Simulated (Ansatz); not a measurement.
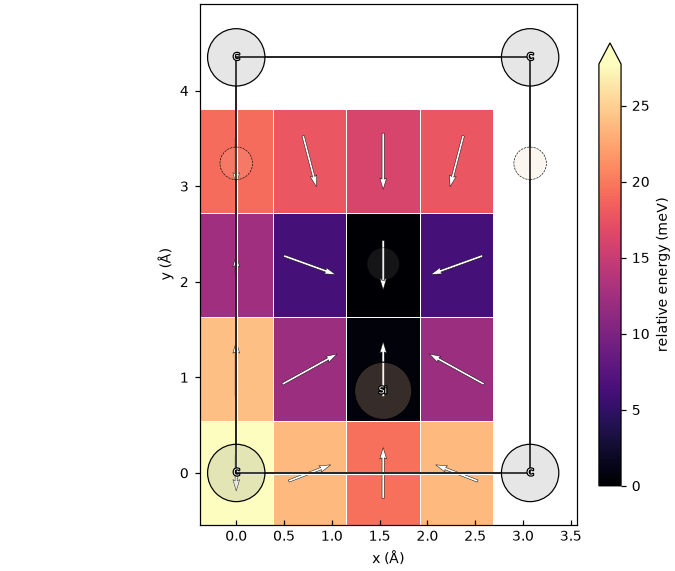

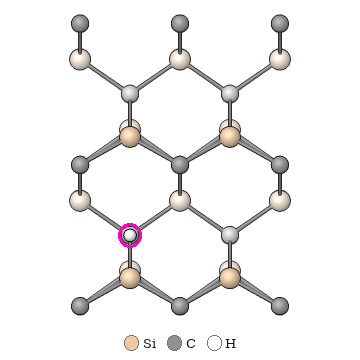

Energy landscape of H on a SiC(110) slab cut from the F-43m phase, its upper half relaxed before the scan (32 atoms of substrate and one adsorbate in a 2 × 2 cell). H is moved over the surface cell at a fixed height above a rigid substrate; the origin of the map has the adsorbate above C29; the height is held at 2.80 Å. Places are given modulo a cell vector. The map is drawn in real space over the plane of the surface. The grid has 4 × 4 points; 12 points were computed and 4 follow by symmetry. Places are given in fractions of the 1 × 1 surface cell. Energies are in meV, from the lowest grid point. At a fixed height the lowest place need not be the adsorption site. All numbers below come from Ansatz 0.2.0, DFT PBE+D3(BJ), scalar-relativistic, plane waves, PAW. Settings: cutoff 420 eV, k-mesh 5×3×1, gaussian smearing 0.05 eV, spin-polarised.

Drawn: one coloured cell a grid point, arrows along the force (downhill), their lengths compressed, labelled circles for the atoms of the top layer and small ones for the second layer, the outline of one cell of the plane, one colour for all values above the top of the scale. The second picture is the structure at the lowest point; rings mark the moved atoms.

**Where are the lowest and the highest points?**

The lowest grid point is at (2/4, 2/4) of the cell vectors [nearest 1 Si at 3.32 Å]. The highest grid point, the top site over a surface C atom, (0/4, 0/4) of the cell vectors, lies 27.7 meV above the lowest. At the lowest point the adsorbate has 1 Si at 3.32 Å as nearest neighbours, at the highest 1 C at 2.80 Å.

The whole map (12 points run) took 21 min on 4 threads of Arm Neoverse V1, on a shared host.

PAW datasets: the set soft_1.
